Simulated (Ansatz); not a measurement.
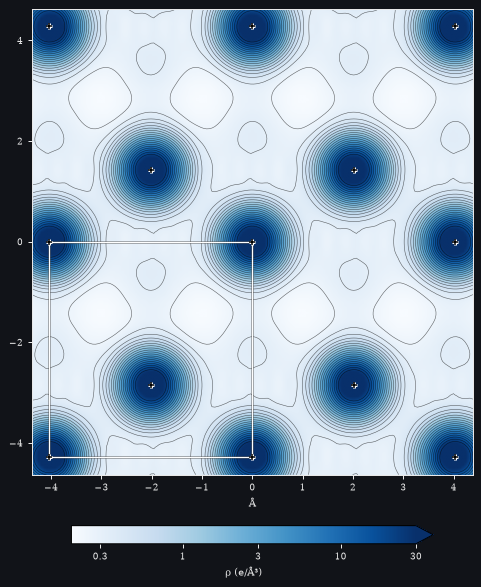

The valence pseudo-density on a plane through atoms (crosses mark nuclei in the plane).

Theory: DFT, PBE, plane-wave PAW, default files, scalar-relativistic (Ansatz).

Candidates:
A. InSb, a = 6.52 Å, b = 6.52 Å, c = 6.52 Å, α = 90.00°, β = 90.00°, γ = 90.00°. Space group F-43m; computed pressure about 2 GPa in this cell.
B. Co, a = 2.47 Å, b = 2.47 Å, c = 4.03 Å, α = 90.00°, β = 90.00°, γ = 120.00°. Space group P6₃/mmc; computed pressure about 4 GPa in this cell; spin-polarised.

### Which candidate gave the map?

Candidate B: Co on the (110) plane of the conventional cell, which holds Co. Co–Co (2.47 Å): the density is about 0.35 e/Å³ at the midpoint.
